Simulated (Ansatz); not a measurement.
**Run report: AlCo3, single-point calculation (part 2 of 2)**

The same run, continued: AlCo3 (Pm-3m, 8 atoms in the cell); DFT r2SCAN, scalar-relativistic, plane waves, PAW, spin-polarised (Ansatz 0.2.0); cutoff 500 eV, 12×12×6 k-mesh, Gaussian smearing of 0.1 eV, collinear spins. The structure derives from a Materials Project entry. It belongs to a series of runs on one base structure; here: antiferromagnetic, doubled cell, propagation vector (0, 0, 1/2).

Geometry of the input (Å; fractional positions):
```
3.5749  0.0000  0.0000
0.0000  3.5749  0.0000
0.0000  0.0000  7.1499
Al 0.0000  0.0000  0.0000
Co 0.5000  0.5000  0.0000
Co 0.5000  0.0000  0.2500
Co 0.0000  0.5000  0.2500
Al 0.0000  0.0000  0.5000
Co 0.5000  0.5000  0.5000
Co 0.5000  0.0000  0.7500
Co 0.0000  0.5000  0.7500
```

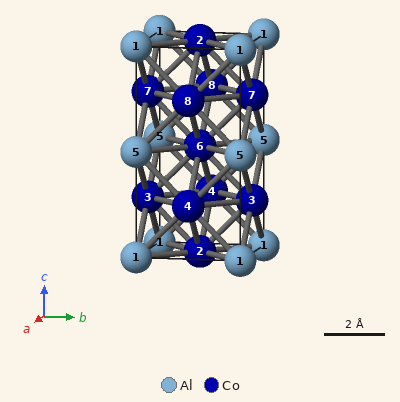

*The input geometry (ball-and-stick view of the cell of the calculation, seen slightly off an axis; atoms are numbered from 1 in the order of the input). An atom can appear more than once, as a periodic image.*

Output, continued
```
--- Per-component energies (eV) ---
  E_band       = -1795.653190
  E_kinetic    = 2777.351132
  E_local      = -20073.718198  (includes V_loc(G=0)·N_el)
  E_nonlocal   = 2769.666976
  E_hartree    = 8574.996132
  E_xc         = -1021.211916
  E_vxc        = -1445.317487  (∫ρ·V_xc dr)
  E_paw        = -10098.141928  (= ΣΔE_a)
  E_vpaw       = -3065.083401  (= ΣTr[D̂ρ^β])
  E_aug_tail   = 0.000228  (compensation charges beyond the density's cutoff)
  E_vtau       = 91.437140  (kinetic-family band-sum trace: ∫τ·v_τ [+ j·A + Jᵃ·Aᵃ] dr)
  E_ewald      = -14797.881085
  E_core_change = -1.891453  (= ΣΔE_core)
  E_smearing   = -0.030728  (= −TS)
  E_closure    = -0.000000  (closes the sum)
  Σ components = -31870.860840   (vs F -31870.860840, Δ=0.00e0)
--- Forces (eV/Å), atoms counted from 1 ---
  atom   1  Al     0.00000000     0.00000000     0.09226664
  atom   2  Co    -0.00000000     0.00000000     0.69536128
  atom   3  Co     0.00000000     0.00000000    -0.39383800
  atom   4  Co     0.00000000     0.00000000    -0.39383800
  atom   5  Al     0.00000000     0.00000000     0.09226664
  atom   6  Co    -0.00000000     0.00000000     0.69536128
  atom   7  Co     0.00000000     0.00000000    -0.39383800
  atom   8  Co     0.00000000     0.00000000    -0.39383800
  max |Σ_I F_I| component: 9.62e-5 eV/Å
--- Stress (GPa, compression-positive) ---
        0.895594       0.000000       0.000000
        0.000000       0.895594       0.000000
        0.000000       0.000000       3.542737
  P = ⅓ Tr σ = 1.7780 GPa (17.780 kbar)
--- Band table (eV; the first three rows and the last of 224) ---
  k-point 0 ↑: bands = ["-83.7276", "-83.6979", "-83.6254", "-81.2237", "-81.1143", "-81.0837", "-45.8054", "-45.8054", "-45.6827", "-45.4425", "-45.4425", "-45.3677", "-45.3443", "-45.3323", "-45.3323", "-43.1384", "-43.1384", "-43.0836", "-43.0350", "-43.0350", "-43.0017", "-42.9780", "-42.8839", "-42.8839", "5.3604", "8.0168", "8.7690", "10.5563", "11.5720", "11.7250", "12.0288", "12.1591", "12.1591", "12.7153", "12.8408", "12.8408", "13.0892", "13.3296", "13.8189", "13.8189", "13.9126", "13.9369", "13.9544", "14.2735", "14.2735", "14.8999", "15.0726", "15.1275", "15.2807", "15.2807", "15.4037", "16.4391", "16.4391", "16.6548", "16.6548", "16.6596", "16.9835", "17.0987", "17.4115", "17.9559", "21.7574", "21.7574", "21.8371", "21.8371", "22.6992", "23.2472", "23.4529", "23.8379", "24.2707", "25.4027", "27.4914", "28.4885", "28.4885", "28.4902", "30.5257", "30.5257"]
  k-point 1 ↑: bands = ["-83.7276", "-83.6979", "-83.6254", "-81.2237", "-81.1143", "-81.0837", "-45.8054", "-45.8054", "-45.6827", "-45.4425", "-45.4425", "-45.3677", "-45.3443", "-45.3323", "-45.3323", "-43.1384", "-43.1384", "-43.0835", "-43.0350", "-43.0350", "-43.0017", "-42.9781", "-42.8839", "-42.8839", "5.4495", "7.4585", "9.3783", "10.5758", "11.5393", "11.7547", "12.0346", "12.1612", "12.1612", "12.6939", "12.8361", "12.8361", "13.0670", "13.2607", "13.8287", "13.8287", "13.9314", "13.9323", "13.9786", "14.3031", "14.3031", "14.9401", "14.9976", "15.0649", "15.2135", "15.2135", "15.4037", "16.1279", "16.1279", "16.4888", "16.9835", "17.1127", "17.1435", "17.1435", "17.4164", "17.9553", "20.6797", "20.6797", "22.7084", "22.9994", "22.9994", "23.3512", "23.4632", "24.1185", "24.3375", "25.5575", "27.6165", "28.1317", "28.1317", "28.2547", "29.8665", "29.8665"]
  k-point 2 ↑: bands = ["-83.7276", "-83.6979", "-83.6254", "-81.2237", "-81.1143", "-81.0837", "-45.8054", "-45.8054", "-45.6827", "-45.4425", "-45.4425", "-45.3677", "-45.3443", "-45.3323", "-45.3323", "-43.1384", "-43.1384", "-43.0835", "-43.0350", "-43.0350", "-43.0017", "-42.9781", "-42.8839", "-42.8839", "5.7140", "6.7494", "10.1485", "10.6519", "11.4243", "11.8208", "12.0467", "12.1656", "12.1656", "12.6700", "12.8265", "12.8265", "13.0245", "13.1213", "13.8535", "13.8535", "13.9260", "13.9433", "14.0250", "14.3673", "14.3673", "14.6578", "15.0122", "15.0489", "15.0649", "15.0649", "15.4037", "15.9182", "15.9182", "16.2591", "16.9835", "17.1201", "17.4263", "17.8583", "17.8583", "17.9542", "19.6544", "19.6544", "22.7262", "23.3623", "23.4845", "24.2795", "24.2795", "24.2893", "25.2428", "25.9969", "26.9916", "26.9916", "27.7260", "27.9875", "29.2233", "29.4922"]
  k-point 111 ↓: bands = ["-83.7121", "-83.7121", "-83.6262", "-81.2224", "-81.0995", "-81.0995", "-45.8853", "-45.7148", "-45.6620", "-45.5364", "-45.3894", "-45.3894", "-45.3765", "-45.3068", "-45.3068", "-43.1455", "-43.1455", "-43.0902", "-43.0840", "-43.0018", "-43.0018", "-42.9643", "-42.9035", "-42.8529", "9.7359", "10.0027", "10.9306", "10.9306", "11.2668", "11.2668", "11.6037", "12.1477", "12.3783", "12.3783", "12.6781", "12.9444", "12.9850", "12.9850", "13.2747", "13.3205", "13.5093", "13.5093", "14.1159", "14.2285", "14.2285", "14.4782", "14.5343", "14.6604", "14.8452", "14.8452", "14.9167", "15.7362", "15.7777", "15.8522", "15.8801", "15.8801", "16.6118", "16.9111", "16.9111", "16.9859", "18.1037", "18.1037", "21.0629", "21.4369", "21.5945", "21.5945", "22.0826", "22.0826", "22.6363", "23.1516", "29.5064", "29.5811", "32.5038", "32.5038", "32.8092", "32.8092"]
--- Löwdin populations: 8 sites ---
  site symbol       q [e]    m [muB]
     0     Al      3.7211    -0.0180
     1     Co     16.5612     1.5249
     2     Co     16.5559     1.6328
     3     Co     16.5559     1.6328
     4     Al      3.7211     0.0180
     5     Co     16.5612    -1.5249
     6     Co     16.5559    -1.6328
     7     Co     16.5559    -1.6328
  spilling = 0.011220 (of n_electrons = 108.000000)
```

File populations.tsv
```
# site	symbol	l	j	q_up	q_dn
# orbitals = lowdin
# n_electrons = 108.000000
# spilling = 0.011220
0	Al	0_3S	-	0.581915	0.554877
0	Al	1_3P	-	1.269646	1.314673
1	Co	0_3S	-	0.986535	0.987278
1	Co	0_4S	-	0.384609	0.353754
1	Co	1_3P	-	2.997486	2.997283
1	Co	2_3D	-	4.674399	3.179822
2	Co	0_3S	-	0.986673	0.987128
2	Co	0_4S	-	0.385989	0.364889
2	Co	1_3P	-	2.997343	2.997214
2	Co	2_3D	-	4.724360	3.112320
3	Co	0_3S	-	0.986673	0.987128
3	Co	0_4S	-	0.385989	0.364889
3	Co	1_3P	-	2.997343	2.997214
3	Co	2_3D	-	4.724360	3.112320
4	Al	0_3S	-	0.554877	0.581915
4	Al	1_3P	-	1.314673	1.269646
5	Co	0_3S	-	0.987278	0.986535
5	Co	0_4S	-	0.353754	0.384609
5	Co	1_3P	-	2.997283	2.997486
5	Co	2_3D	-	3.179822	4.674399
6	Co	0_3S	-	0.987128	0.986673
6	Co	0_4S	-	0.364889	0.385989
6	Co	1_3P	-	2.997214	2.997343
6	Co	2_3D	-	3.112320	4.724360
7	Co	0_3S	-	0.987128	0.986673
7	Co	0_4S	-	0.364889	0.385989
7	Co	1_3P	-	2.997214	2.997343
7	Co	2_3D	-	3.112320	4.724360
```

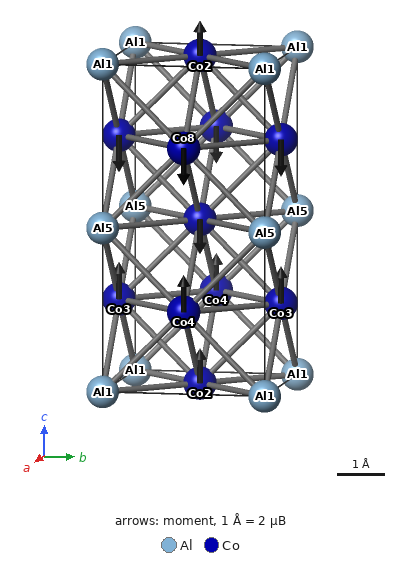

*Magnetic moments of the sites as black arrows (ball-and-stick view of the cell of the calculation, seen slightly off an axis; atoms are numbered from 1 in the order of the input); small moments hardly show. The run is collinear, so the axis drawn is arbitrary.*

Site moments: Co8 (−1.63 μB); Co4 (1.63 μB); Co7 (−1.63 μB); Co3 (1.63 μB); Co6 (−1.53 μB); Co2 (1.53 μB). They are counted near the atoms and needn't add up to the moment of the cell.

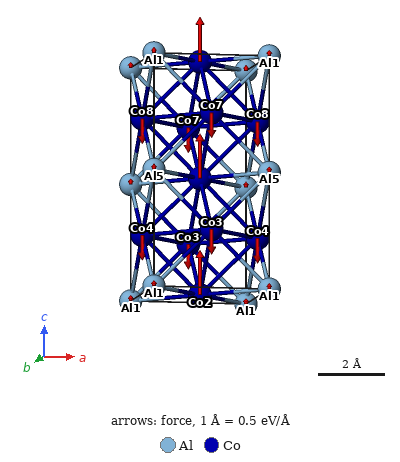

*Forces on the atoms as red arrows (ball-and-stick view of the cell of the calculation, seen at an oblique angle; atoms are numbered from 1 in the order of the input).*

The largest act on Co2, Co6 (0.70 eV/Å); Co3, Co4, Co7, Co8 (0.39 eV/Å). The geometry is not a stationary point of this energy.

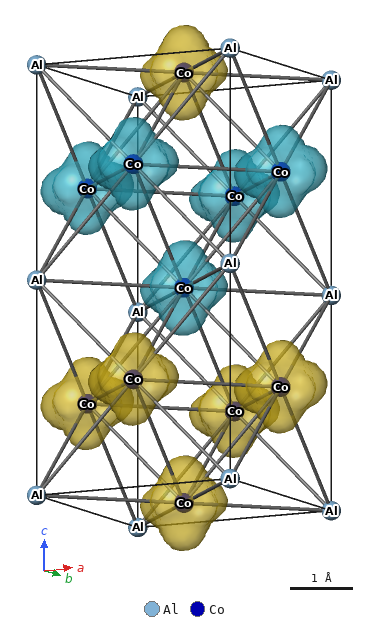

*Isosurfaces of the spin density (up minus down) at +0.3 (yellow) and −0.3 e/Å³ (cyan), seen at an oblique angle. Sticks mark near contacts. The outline is the cell set on symmetry axes of the magnetic structure.*

The cell of the calculation (8 atoms) carries 0.0 μB net. The fields are those of the smooth PAW valence density.

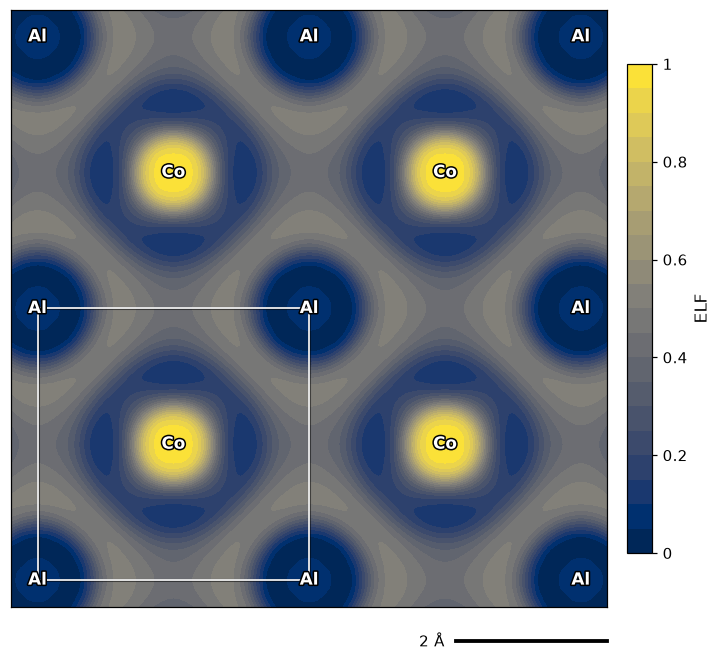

*Electron localisation function on the (001) plane of the conventional cell of the magnetic structure.*

The section cuts through Al and Co sites. The strong features right at Co lie inside the PAW spheres (semicore, d or f shells) and say nothing about bonding.

Results in brief

- outcome: converged
- space group (tolerance 0.01 Å): Pm-3m (221)
- electrons treated: 108
- free energy: −31870.8608 eV
- Fermi energy: 16.216 eV
- gap on the k-point mesh: none (metallic)
- net moment of the cell: 0.00 μB
- integrated absolute moment: 10.15 μB
- pressure: 1.78 GPa
- largest force (length of the vector): 0.695 eV/Å
- wall time: 13 min
- peak memory: 1.3 GiB

Remarks

The electronic state found may not be the lowest one. The program warns: the state was not tested for a lower one.
